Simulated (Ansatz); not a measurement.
System: ZnSe.

```cif
data_structure
_symmetry_space_group_name_H-M 'P 1'
_symmetry_Int_Tables_number 1
_cell_length_a 3.3252
_cell_length_b 3.3252
_cell_length_c 3.3252
_cell_angle_alpha 90.000
_cell_angle_beta 90.000
_cell_angle_gamma 90.000
_cell_volume 36.77
loop_
_atom_site_label
_atom_site_type_symbol
_atom_site_fract_x
_atom_site_fract_y
_atom_site_fract_z
_atom_site_occupancy
Zn1 Zn 0.00000 0.00000 0.00000 1
Se1 Se 0.50000 0.50000 0.50000 1
```

Space group Pm-3m; started from the CsCl prototype, which need not be the ambient phase.

Theory: DFT, r2SCAN, plane waves, PAW in Ansatz.

Predict the valence pseudo-density and electron localisation function between the atoms.

Answer. Zn–Se (2.88 Å): ρ is about 0.22 e/Å³ halfway, with its minimum of 0.19 e/Å³ about 1.3 Å from Zn; the ELF is about 0.40 at the midpoint and 0.15 at its lowest between the atoms.

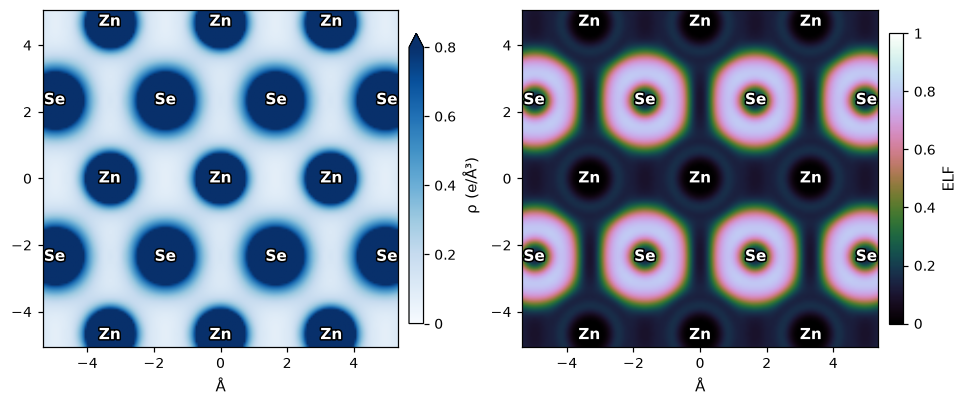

Computed valence pseudo-density and electron localisation function on the (011̄) plane of the conventional cell, in this order. 

In a PAW calculation such maps are meaningful between the atoms, not at the nuclei.
